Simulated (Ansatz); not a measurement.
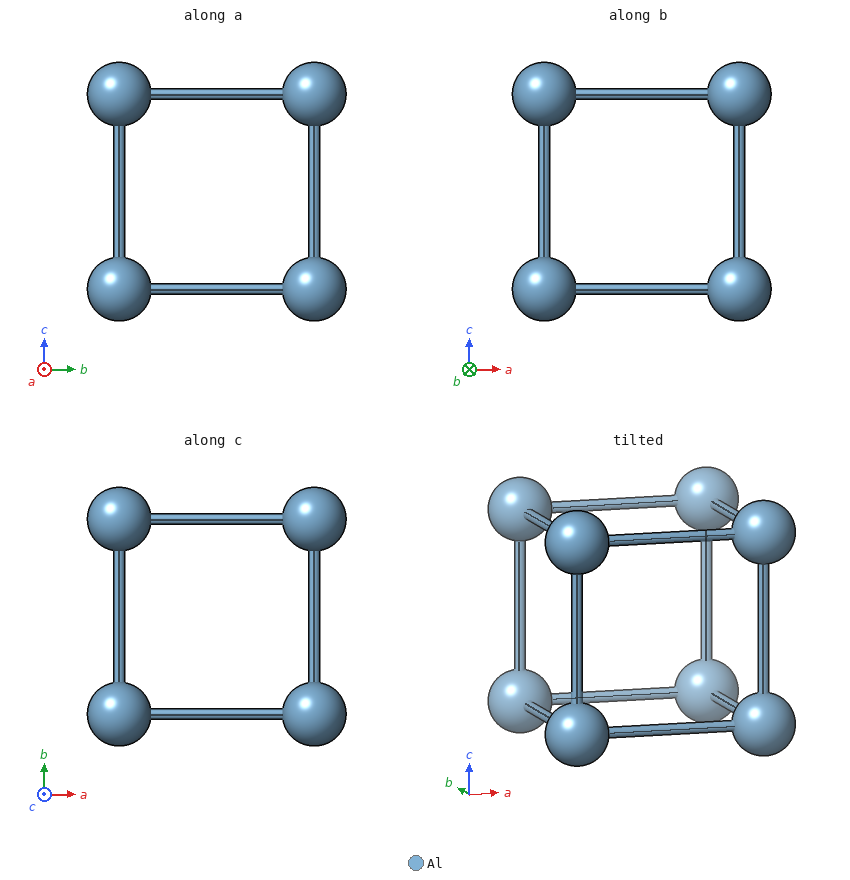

An orthographic ball-and-stick view of the structure, along the a axis, along the b axis, along the c axis and slightly off an axis. One conventional unit cell is framed, with atoms on its boundary repeated.

Lattice parameters: a = 2.722 Å, b = 2.722 Å, c = 2.722 Å, α = 90.00°, β = 90.00°, γ = 90.00°.

Express the structure as a table of Wyckoff sites.

Answer. Space group Pm-3m (No. 221).
```
atom  site       x       y       z
  Al    1a  0.0000  0.0000  0.0000
```

The structure comes from a structure type filled with this element by a generator (whether the element takes this form wasn't checked). The picture shows the end point of a geometry optimisation with DFT PBE, scalar-relativistic, plane waves, PAW (Ansatz 0.2.0).
